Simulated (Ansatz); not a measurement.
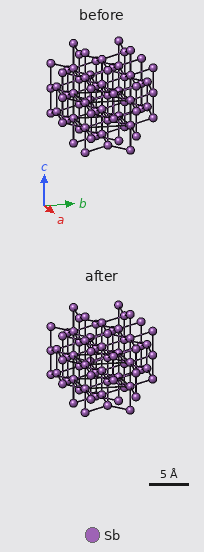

The structure of a crystal of Sb (built on the beta-tin_141 type) before (top) and after (bottom) a relaxation, at one scale.

The picture is a ball-and-stick view of the conventional cell (2 times the calculation's cell), repeated 1 × 1 × 2 with one cell outlined, seen slightly off an axis. Lengths and directions refer to the drawn axes.

Case: beta-tin type (I4_1/amd, No. 141).

The calculation used Ansatz 0.2.0, DFT r2SCAN, scalar-relativistic, plane waves, PAW.

The input:
```yaml
crystal:
  lattice:
    - [-3.0414989757, 3.0414989757, 1.6591938356]
    - [3.0414989757, -3.0414989757, 1.6591938356]
    - [3.0414989757, 3.0414989757, -1.6591938356]
  atoms:
    - { symbol: Sb, position: [0.0, 0.0, 0.0] }
    - { symbol: Sb, position: [0.75, 0.25, 0.5] }
basis:
  ecutwfc: 500
kpoints:
  mp_grid: { grid: [18, 18, 18] }
hamiltonian:
  xc: r2scan
scf:
  occupations: { method: gaussian, width: 0.1 }
output:
  forces: true
  stress: true
  eigenvalues: true
relax:
  adjacent_minimum: "off"
  f_tol: 0.01
  max_steps: 80
  cell: { stress_tol: 0.05 }
```

Question: What changed between the two?

Answer: After 4 accepted moves (5 points after the start) the energy has fallen by 19.8 meV per atom. All forces vanish by symmetry, so only the cell relaxes. The pressure goes from −2.78 to 0.00 GPa. At 1 point the geometry stayed and the basis and grid were re-selected for the new cell (energy shift of 0.1 meV per atom at most each time). No atom moves by more than 0.005 Å relative to the cell. Cell: a = b 6.083 → 6.048 Å (−0.6 %), c 3.318 → 3.181 Å (−4.1 %). Volume −5.2 %. Near-neighbour distances that change, for instance: Sb1–Sb1 3.318 → 3.181 Å, Sb1–Sb2 3.153 → 3.127 Å. The space group stays I4_1/amd (No. 141).
